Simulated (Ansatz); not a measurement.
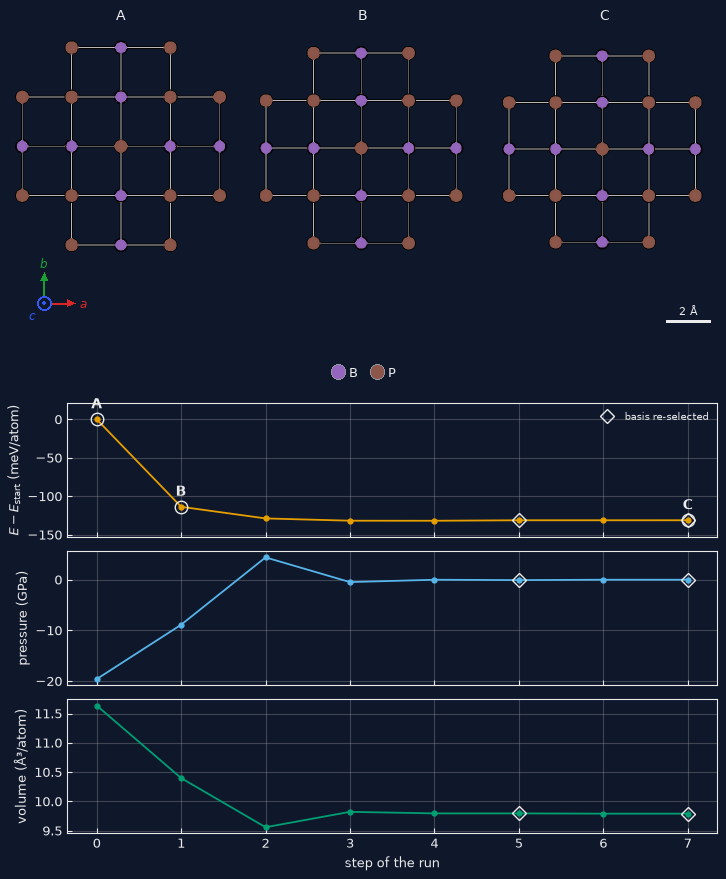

Frames of a relaxation of a crystal of BP (built on the LiH-225 type type), marked on the history of the run. The picture is a ball-and-stick view of the conventional cell (4 times the calculation's cell), seen along the c axis. Lengths and directions refer to the drawn axes.

These are results of DFT, PBEsol, plane waves, PAW in Ansatz, not measurements. (plane-wave cutoff 420 eV; k-point mesh 8 × 8 × 8; occupations fermi dirac; smearing width 0.03 eV; no spin polarisation; cell and atoms relaxed; force threshold 0.01 eV/Å; at most 120 steps)

What happens along the run?

Answer. No atom moves by more than 0.005 Å relative to the cell. The drawn cell changes as follows: a = b = c 4.532 → 4.279 Å (−5.6 %); the volume changes by −15.9 %. Near-neighbour distances that change, for instance: B–P 2.266 → 2.139 Å. The space group stays Fm-3m (No. 225). Over 5 accepted moves (7 points after the start) the energy falls by 131 meV per atom. All forces vanish by symmetry, so only the cell relaxes. The pressure goes from −19.59 to 0.00 GPa. At 2 points the geometry stayed and the basis and grid were re-selected for the new cell (energy shift of 0.6 meV per atom at most each time). From step 0 to 1: volume −10.6 %, energy −114 meV per atom. From step 1 to 7: volume −5.8 %, energy −17.5 meV per atom.
